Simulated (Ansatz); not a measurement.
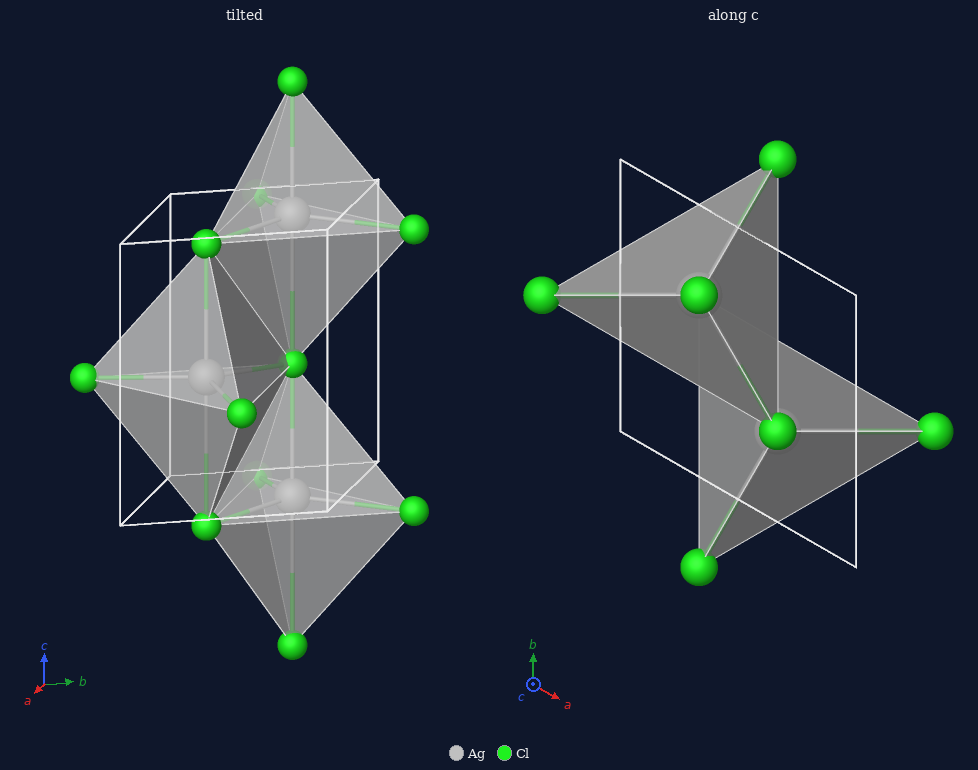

Shown here is a polyhedral view of the crystal, taken slightly off an axis and along the c axis. The frame is the conventional unit cell; atoms at its boundary are shown with their periodic copies. A few atoms beyond the faces are included.

AgCl, space group P6_3mc (No. 186), a = 4.520 Å, b = 4.520 Å, c = 6.053 Å, α = 90.00°, β = 90.00°, γ = 120.00°. Its origin is a structure type filled with these elements by a generator (whether the compound takes this form wasn't checked). The cell was then strained or its atoms displaced on purpose. A calculation with Ansatz used it as input.

This one geometry was computed with Ansatz (DFT, plane waves, PAW) at three levels of theory: PBE, HSE06 and r2SCAN. It was relaxed with r2SCAN and then strained.

> How does the band gap change with the level of theory?

PBE: a gap of 1.33 eV, direct; r2SCAN: a gap of 1.76 eV, direct; HSE06: a gap of 2.81 eV, direct.

> Collect the results in a table.

| level | cutoff (eV) | k-mesh of the run's cell | gap (eV) | pressure (GPa) |
| --- | --- | --- | --- | --- |
| PBE | 420 | 6×6×4 | 1.33 | -0.3 |
| HSE06 | 420 | 6×6×4 | 2.81 | -0.4 |
| r2SCAN | 500 | 6×6×4 | 1.76 | -1.5 |

Gaps are taken on the k-mesh or band path of each run.
